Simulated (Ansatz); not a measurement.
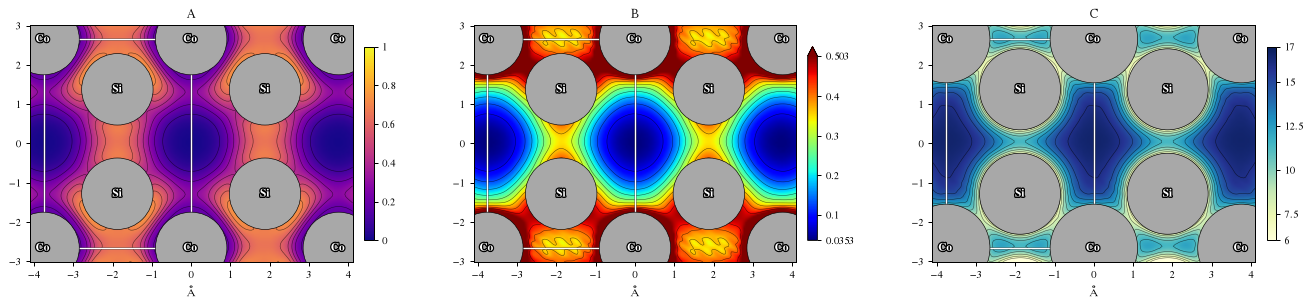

CoSi2: 3 fields on the (010) plane of the conventional cell, with unlabelled colour scales. Grey discs cover the atomic cores.

Space group I4mm; changed on purpose from its base cell (all Si atoms moved +0.050 Å, as atom 2 along Cartesian [0 1 0]); not relaxed (largest force 0.6 eV/Å); computed without spin polarisation.

Level of theory: DFT PBEsol, scalar-relativistic, plane waves, PAW in Ansatz 0.2.0.

Question: Which field does each panel show? The fields are: electron localisation function, electrostatic potential energy of an electron and valence pseudo-density.

Answer: Panel A: electron localisation function. Panel B: valence pseudo-density. Panel C: electrostatic potential energy of an electron (low next to the atoms, rising into the space between them). From the grid: Co–Si (2.27 Å): ρ at the midpoint is about 0.53 e/Å³; the ELF peaks at about 0.75 in the valence shell of Si, 0.9 Å from its nucleus, and is about 0.50 at the midpoint. Co–Si (2.33 Å): ρ is about 0.49 e/Å³ halfway; the ELF peaks at about 0.75 in the valence shell of Si, 0.9 Å from its nucleus, and is about 0.50 at the midpoint.
